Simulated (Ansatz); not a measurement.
```cif
data_structure
_symmetry_space_group_name_H-M 'P 1'
_symmetry_Int_Tables_number 1
_cell_length_a 3.8417
_cell_length_b 3.8417
_cell_length_c 25.7913
_cell_angle_alpha 90.000
_cell_angle_beta 90.000
_cell_angle_gamma 90.000
_cell_volume 380.65
loop_
_atom_site_label
_atom_site_type_symbol
_atom_site_fract_x
_atom_site_fract_y
_atom_site_fract_z
_atom_site_occupancy
Si1 Si 0.00000 0.50000 0.32957 1
Si2 Si 0.00000 0.00000 0.38223 1
Si3 Si 0.50000 0.00000 0.43490 1
Si4 Si 0.50000 0.50000 0.48702 1
Si5 Si 0.00000 0.50000 0.54050 1
Si6 Si 0.00000 0.00000 0.59198 1
Ge1 Ge 0.00000 0.00000 0.68303 1
```

The program warned that a starting moment wasn't kept; spin-polarised, but the moments vanished.

The calculation used Ansatz, DFT PBEsol, scalar-relativistic, plane waves, PAW.

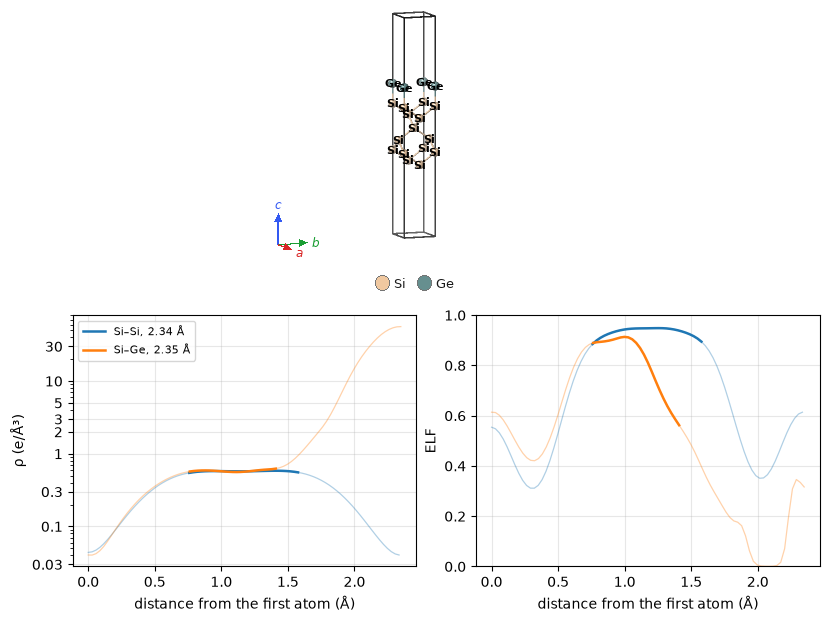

Si$_{6}$Ge (slab). Valence pseudo-density and ELF along straight lines between neighbouring atoms. Thin, pale parts lie inside the atomic spheres. The structure is drawn too.

The density is the valence pseudo-density of a PAW calculation; it isn't the true density close to the nuclei.

What can be read from the curves?

Answer. Si–Si (2.34 Å): ρ is about 0.57 e/Å³ halfway; the ELF peaks at about 0.95 between the atoms.
Si–Ge (2.35 Å): ρ is about 0.57 e/Å³ halfway; the ELF peaks at about 0.90 between the atoms.
